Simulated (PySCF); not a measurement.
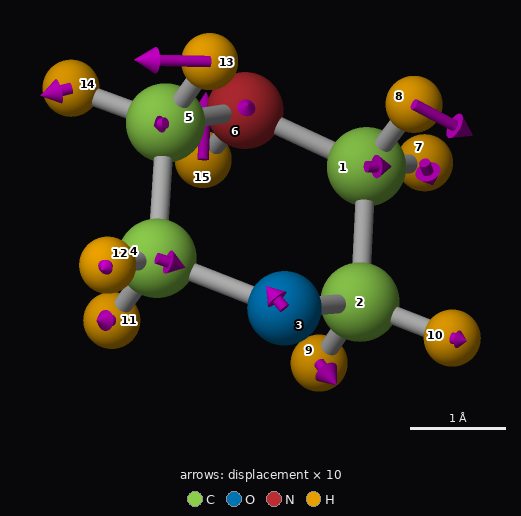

This is a relaxation of C4H9NO. The starting structure is drawn; purple arrows show the displacements, 10 times their true length. The two geometries are superimposed by the best rigid fit.

Style: ball-and-stick. Shown from a free direction.

The start comes from GFN2-xTB. Its atoms were then displaced at random by about 0.01 Å.

All numbers below come from PySCF, PBE0-D3(BJ)/def2-SVP geometry optimisation, gas phase. 

Which element moves most?

Hydrogen: up to 0.084 Å, against 0.033 Å for carbon.

What happened in the run?

The atom that moves furthest after the best rigid fit is H13 (0.084 Å). By element the largest moves are H 0.084 Å, C 0.033 Å, O 0.031 Å, N 0.018 Å. Near-neighbour distances that change, for instance: O3–C4 1.461 → 1.405 Å, C4–H12 1.065 → 1.102 Å, C2–H10 1.081 → 1.101 Å, C1–N6 1.434 → 1.452 Å. Among the angles between lasting bonds that change: H13–C5–H14 110.5° → 107.0°, H11–C4–H12 110.7° → 107.6°, O3–C4–H11 107.0° → 110.1°. The energy falls by 0.134 eV in 6 geometry steps.
